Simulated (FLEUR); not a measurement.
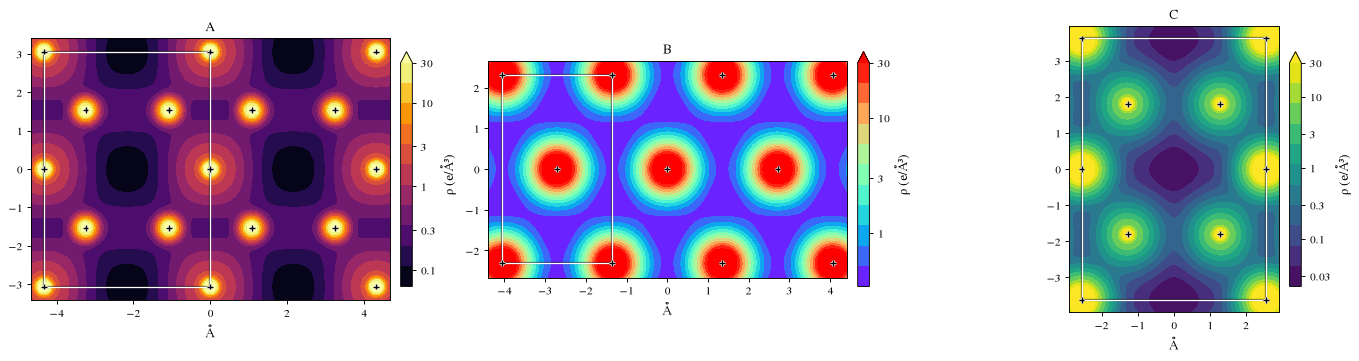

The total electron density of 3 systems, each on a plane through atoms (crosses mark nuclei in the plane).

Computed with FLEUR, Kohn-Sham DFT of a periodic cell, PBEsol, all-electron.

System 1: Be2C, the (101) plane of the conventional cell. Space group Fm-3m.

```
C Be
1.0
     4.33000    0.00000    0.00000
     0.00000    4.33000    0.00000
     0.00000    0.00000    4.33000
C Be
4 8
Direct
  0.00000 0.00000 0.00000
  0.50000 0.50000 0.00000
  0.50000 0.00000 0.50000
  0.00000 0.50000 0.50000
  0.75000 0.25000 0.25000
  0.25000 0.75000 0.25000
  0.25000 0.25000 0.75000
  0.75000 0.75000 0.75000
  0.25000 0.25000 0.25000
  0.75000 0.75000 0.25000
  0.75000 0.25000 0.75000
  0.25000 0.75000 0.75000
```

System 2: Ir, the (101) plane of the conventional cell. Space group I4/mmm; changed on purpose from its base cell (strain component 3 = -0.02).

System 3: HfO2, the (011) plane of the conventional cell. Space group Fm-3m.

```
CELL_PARAMETERS angstrom
5.11500 0.00000 0.00000
0.00000 5.11500 0.00000
0.00000 0.00000 5.11500
ATOMIC_POSITIONS crystal
Hf 0.00000 0.00000 0.00000
Hf 0.50000 0.50000 0.00000
Hf 0.50000 0.00000 0.50000
Hf 0.00000 0.50000 0.50000
O 0.75000 0.25000 0.25000
O 0.25000 0.75000 0.25000
O 0.25000 0.25000 0.75000
O 0.75000 0.75000 0.75000
O 0.25000 0.25000 0.25000
O 0.75000 0.75000 0.25000
O 0.75000 0.25000 0.75000
O 0.25000 0.75000 0.75000
```

Match each panel to its system.

Panel A is system 1, Be2C: the plane holds C and Be. Be–C (1.87 Å): ρ at the midpoint is about 0.62 e/Å³. Panel B is system 2, Ir: the plane holds Ir. Ir–Ir (2.68 Å): ρ is about 0.48 e/Å³ halfway. Panel C is system 3, HfO2: the plane holds Hf and O. Hf–O (2.21 Å): ρ at the midpoint is about 0.52 e/Å³.
